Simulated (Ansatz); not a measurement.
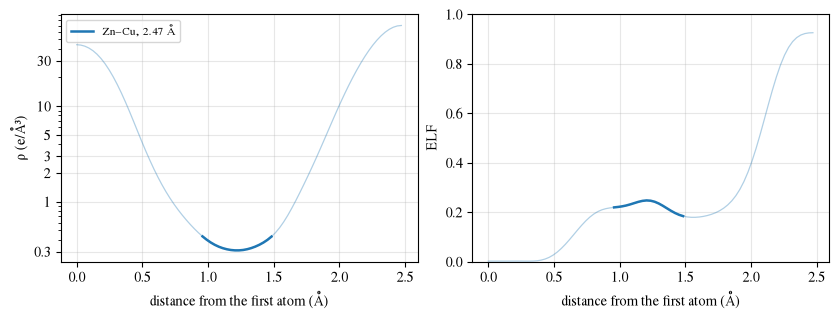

ZnCu. Valence pseudo-density and ELF along straight lines between neighbouring atoms. Thin, pale parts lie inside the atomic spheres.

Space group Pm-3m; computed pressure about 17 GPa in this cell; computed without spin polarisation.

All numbers below come from DFT PBE, scalar-relativistic, plane waves, PAW (Ansatz 0.2.0).

Core electrons are frozen (PAW), and the valence fields are smoothed inside the atomic spheres.

```
CELL_PARAMETERS angstrom
2.85332 0.00000 0.00000
0.00000 2.85332 0.00000
0.00000 0.00000 2.85332
ATOMIC_POSITIONS crystal
Zn 0.50000 0.50000 0.50000
Cu 0.00000 0.00000 0.00000
```

What can be read from the curves?

Zn–Cu (2.47 Å): ρ at the midpoint is about 0.31 e/Å³; the ELF is about 0.25 at the midpoint; no localised pair shows between them.
